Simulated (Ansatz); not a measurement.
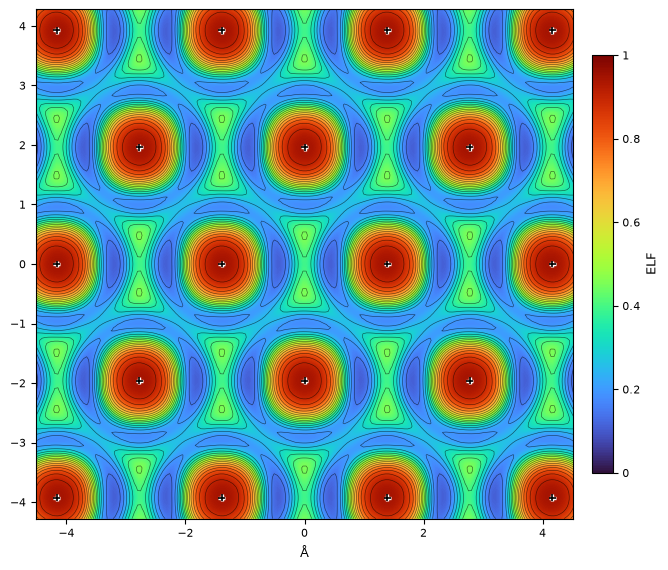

The electron localisation function on a plane through atoms (crosses mark nuclei in the plane).

Method: Ansatz, DFT PBEsol, scalar-relativistic, plane waves, PAW.

Candidates:
A. HfO₂, a = 4.83 Å, b = 4.83 Å, c = 3.21 Å, α = 90.00°, β = 90.00°, γ = 90.00°. Space group P4₂/mnm; a structure from a database of computed crystals, not necessarily the ambient phase.
B. Cr, a = 2.78 Å, b = 2.78 Å, c = 2.78 Å, α = 90.00°, β = 90.00°, γ = 90.00°. Space group Im-3m; computed pressure about 12 GPa in this cell; computed without spin polarisation.

Which system is this?

Answer. Candidate B: Cr on the (101̄) plane of the conventional cell, which holds Cr. Cr–Cr (2.41 Å): the ELF is about 0.25 at the midpoint: no localised pair shows between them.
